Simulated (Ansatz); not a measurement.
```cif
data_structure
_symmetry_space_group_name_H-M 'P 1'
_symmetry_Int_Tables_number 1
_cell_length_a 8.7278
_cell_length_b 8.7278
_cell_length_c 5.5202
_cell_angle_alpha 90.000
_cell_angle_beta 90.000
_cell_angle_gamma 90.000
_cell_volume 420.50
loop_
_atom_site_label
_atom_site_type_symbol
_atom_site_fract_x
_atom_site_fract_y
_atom_site_fract_z
_atom_site_occupancy
Si1 Si 0.70187 0.60160 0.75530 1
Si2 Si 0.20187 0.10160 0.25530 1
Si3 Si 0.89840 0.70187 0.50530 1
Si4 Si 0.39840 0.20187 0.00530 1
Si5 Si 0.29813 0.89840 0.49470 1
Si6 Si 0.79813 0.39840 0.99470 1
Si7 Si 0.10160 0.29813 0.50530 1
Si8 Si 0.60160 0.79813 0.00530 1
Si9 Si 0.10160 0.79813 0.74470 1
Si10 Si 0.60160 0.29813 0.24470 1
Si11 Si 0.20187 0.60160 0.99470 1
Si12 Si 0.70187 0.10160 0.49470 1
Si13 Si 0.39840 0.70187 0.24470 1
Si14 Si 0.89840 0.20187 0.74470 1
Si15 Si 0.29813 0.39840 0.75530 1
Si16 Si 0.79813 0.89840 0.25530 1
Ge1 Ge 0.00000 0.50000 0.25000 1
Ge2 Ge 0.50000 0.00000 0.75000 1
Ge3 Ge 0.50000 0.50000 0.50000 1
Ge4 Ge 0.00000 0.00000 0.00000 1
```

Space group I4₁/a; a generated structure, not necessarily the stable one.

All numbers below come from DFT PBE, scalar-relativistic, plane waves, PAW in Ansatz 0.2.0.

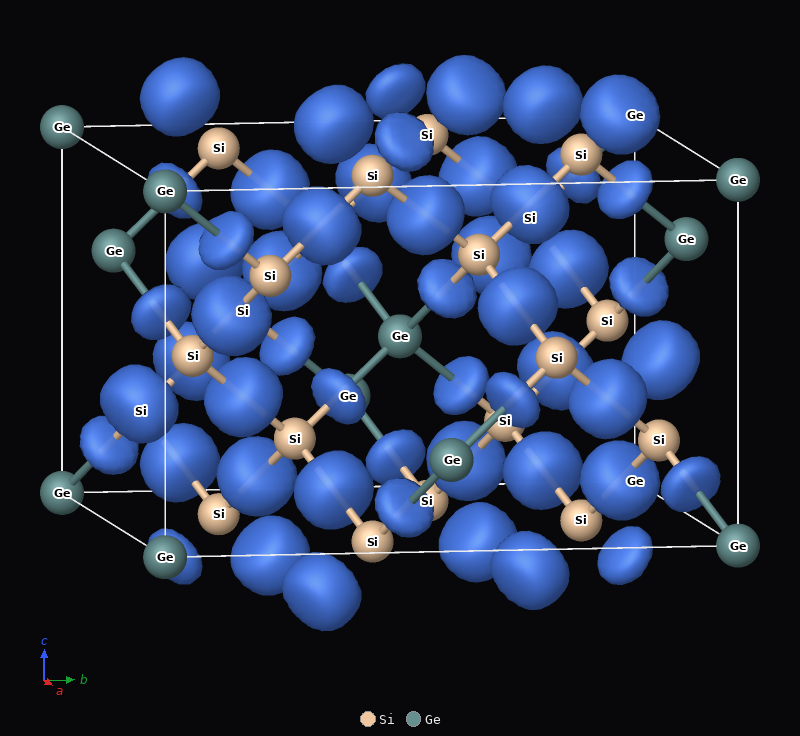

Si$_{4}$Ge. Isosurface of the electron localisation function at 0.85 (blue), seen slightly off an axis. Only the valence region is drawn (cores and ρ < 0.01 e/Å³ removed). Sticks mark near contacts.

Core electrons are frozen (PAW), and the valence fields are smoothed inside the atomic spheres.

Where are the electrons localised?

At this value the surface marks out 16 regions between bonded Ge–Si atoms (shared pairs) and 24 regions between bonded Si–Si atoms (shared pairs), counted in one cell of 20 atoms. Regions shared between cells count once. Profiles from the grid: Si–Si (2.37 Å): the ELF peaks at about 0.95 between the atoms, as expected for a shared electron pair. Si–Ge (2.42 Å): the ELF peaks at about 0.90 between the atoms, as expected for localised, covalent bonding.

Does the calculation make it a metal, or give it a gap?

It is gapped, with a Kohn–Sham gap of 0.72 eV on the k-point mesh (the band edges may lie off the mesh, which would make the gap smaller).

What Bader charges does the calculation give?

Electrons move from Si towards Ge. Bader charges: Si +0.06 and Ge −0.25 e.
